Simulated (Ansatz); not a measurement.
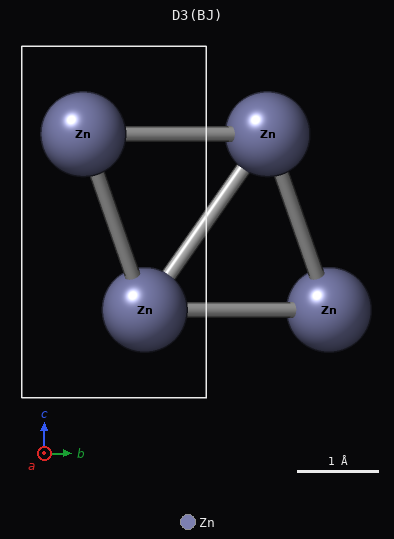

A crystal of Zn (set up in P6_3/mmc), relaxed (cell and atoms) with several dispersion corrections. The picture shows the result with D3(BJ). The picture is a ball-and-stick view of the cell of the calculation, repeated 1 × 2 × 1 with one cell outlined, seen along the a axis.

Computed with Ansatz 0.2.0: PBEsol, Ansatz PAW. (plane-wave cutoff 420 eV; k-point mesh 11 × 11 × 6; occupations fermi-dirac; smearing width 0.05 eV; no spin polarisation; cell and atoms relaxed; force threshold 0.01 eV/Å)

```tsv
dispersion correction	volume (Å³/atom)	a (Å)	c (Å)
D3(BJ)	13.309	2.650	4.377
none	14.027	2.641	4.644
D3(BJ)-ATM	?	?	?
D4	13.641	2.673	4.410
```

> One row is withheld. What does the calculation give there?

With D3(BJ)-ATM the volume falls between D3(BJ) (13.309) and D4 (13.641). The calculation gives 13.456 Å³/atom (a = 2.660 Å, c = 4.391 Å). In order of volume: D3(BJ) < D3(BJ)-ATM < D4 < none; the spread is 5.4 %.

Each member starts from this one structure; whether another phase lies lower wasn't checked.
